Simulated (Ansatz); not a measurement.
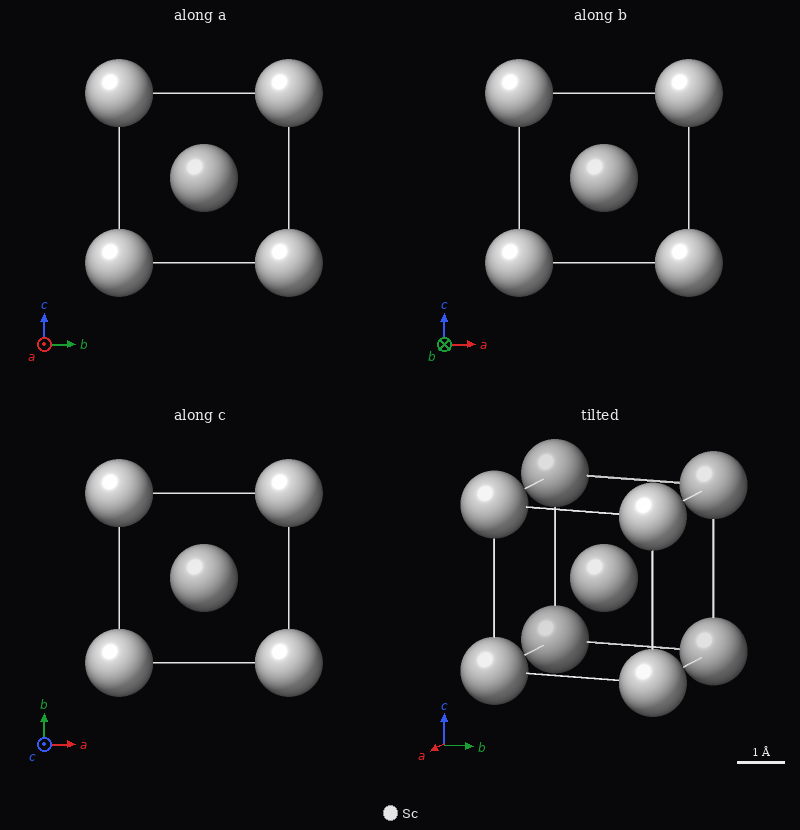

Structure drawing (spheres-only), viewed along the a axis, along the b axis, along the c axis and slightly off an axis. The parallelepiped is the conventional unit cell.

Lattice parameters: a = 3.6420 Å, b = 3.6420 Å, c = 3.6420 Å, α = 90.000°, β = 90.000°, γ = 90.000°.

Q: Write down what is shown as a CIF with its space group and independent sites.

A:
```cif
data_structure
_symmetry_space_group_name_H-M 'I m -3 m'
_symmetry_Int_Tables_number 229
_cell_length_a 3.6420
_cell_length_b 3.6420
_cell_length_c 3.6420
_cell_angle_alpha 90.000
_cell_angle_beta 90.000
_cell_angle_gamma 90.000
_cell_volume 48.31
loop_
_atom_site_label
_atom_site_type_symbol
_atom_site_symmetry_multiplicity
_atom_site_Wyckoff_symbol
_atom_site_fract_x
_atom_site_fract_y
_atom_site_fract_z
_atom_site_occupancy
Sc1 Sc 2 a 0.0000 0.0000 0.0000 1
```

The starting point was a structure type filled with this element by a generator (whether the element takes this form wasn't checked). Earlier steps of the study may have refined or changed the cell and positions. It was the input of a calculation with Ansatz.
